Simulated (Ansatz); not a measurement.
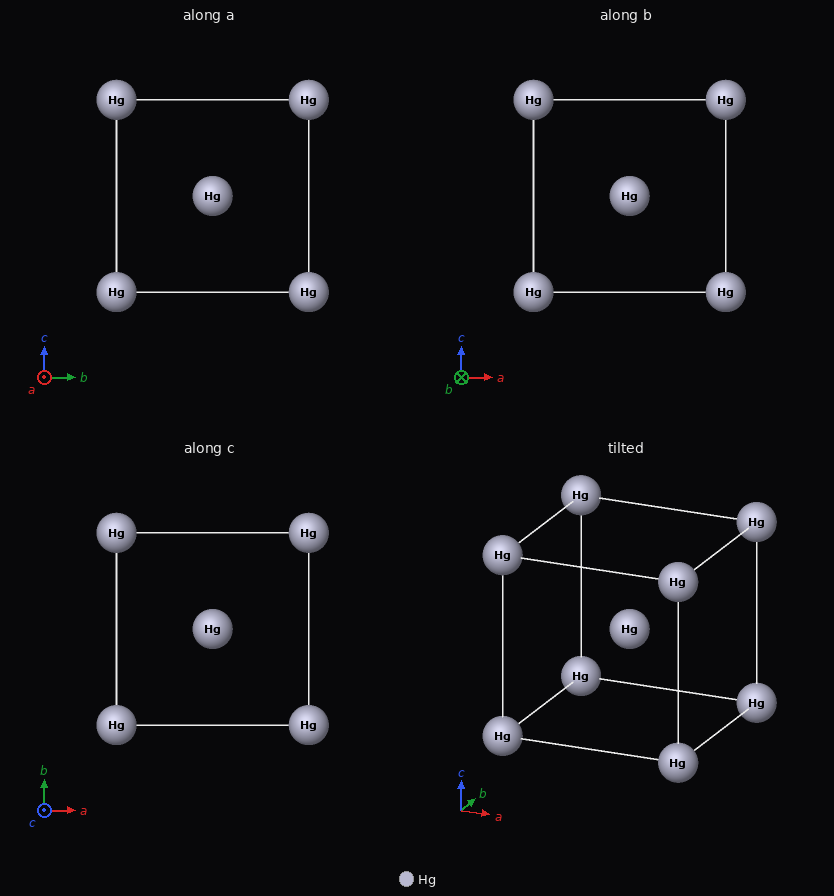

Shown here is a spheres-only view of the crystal, taken along the a axis, along the b axis, along the c axis and slightly off an axis. The edges of the conventional unit cell are marked.

Lattice parameters: a = 6.062 Å, b = 6.062 Å, c = 6.062 Å, α = 90.00°, β = 90.00°, γ = 90.00°. Put a along x and b in the xy plane.

**Reconstruct the structure as a POSCAR file.**

```
Hg
1.0
     6.062    0.000    0.000
     0.000    6.062    0.000
     0.000    0.000    6.062
Hg
2
Direct
  0.0000 0.0000 0.0000
  0.5000 0.5000 0.5000
```

Starting structure: a structure type filled with this element by a generator (whether the element takes this form wasn't checked). Earlier steps of the study may have refined or changed the cell and positions. It was run through Ansatz as a DFT input.
